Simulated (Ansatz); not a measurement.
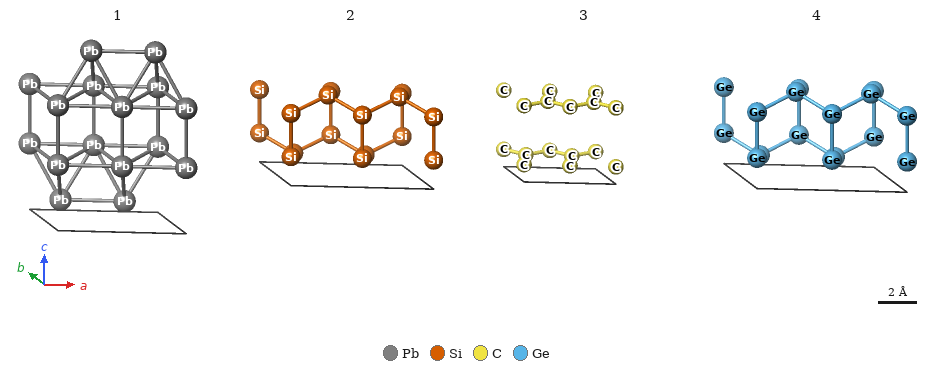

One structure type (space group P-3m1 for the parent) with different elements on its sites, each relaxed in cell and atoms to zero pressure (within 0.1 GPa). Style: ball-and-stick. Shown: the 2 × 1 repeat of the cell, outlined in the plane, without the vacuum, from a free direction.

These are results of DFT PBE+D3(BJ), scalar-relativistic, plane waves, PAW in Ansatz, not measurements. Set-up: plane-wave cutoff 420 eV; occupations gaussian; smearing width 0.1 eV; no spin polarisation. The k-mesh is chosen for each cell (12×12×1, 12×12×2, 18×18×2).

Question: Give the formulas, and rank the crystals by volume per atom, smallest first.

Answer: 3 = C (31.5 Å³), 4 = Ge (69.0 Å³), 2 = Si (89.1 Å³), 1 = Pb (101.0 Å³).
